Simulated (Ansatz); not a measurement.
Read the following structure.

```
Ag Cl
1.0
     3.81666    0.00000    0.00000
     0.00000   11.33545    0.00000
     0.00000    0.00000    3.92404
Ag Cl
4 4
Direct
  0.00000 0.60344 0.75000
  0.50000 0.89656 0.25000
  0.50000 0.10344 0.75000
  0.00000 0.39656 0.25000
  0.50000 0.63455 0.25000
  0.00000 0.86545 0.75000
  0.00000 0.13455 0.25000
  0.50000 0.36545 0.75000
```

Work out the structure from the coordinates.

Chemical formula AgCl. It belongs to space group Cmcm (No. 63) and has a base-centred orthorhombic lattice. Counting shared atoms by their share gives 4 Ag, 4 Cl, or 8 atoms. The polyhedra are AgCl5 square pyramids; they share corners and edges. Around each Ag lie five Cl in a distorted square pyramidal arrangement at 2.76 to 2.97 Å. Cl is linked to five Ag in a distorted square pyramidal arrangement at 2.76 to 2.97 Å. Not all metal-metal contacts are counted. The bonds build AgCl layers parallel to (010).

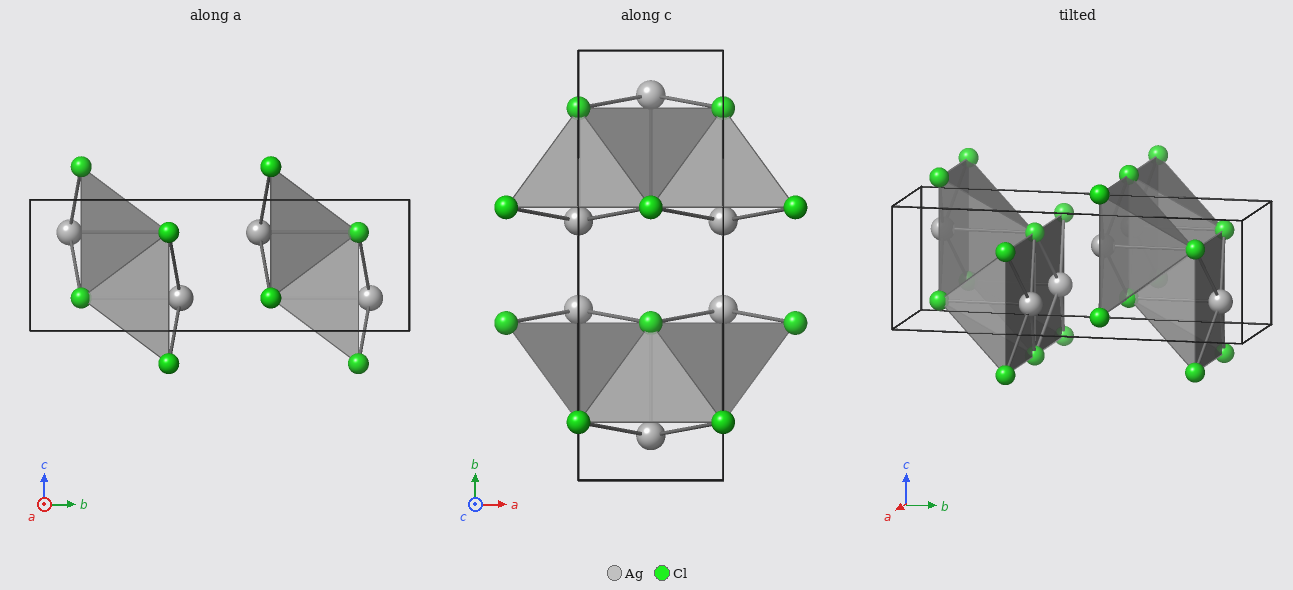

Polyhedral representation of a periodic structure, projected along the a axis, along the c axis and slightly off an axis. The frame is the conventional unit cell; atoms at its boundary are shown with their periodic copies. Some neighbours outside the box are added.

The model was built from a structure listed in the Materials Project. The cell was then strained or its atoms displaced on purpose. It was the input of a calculation with Ansatz.
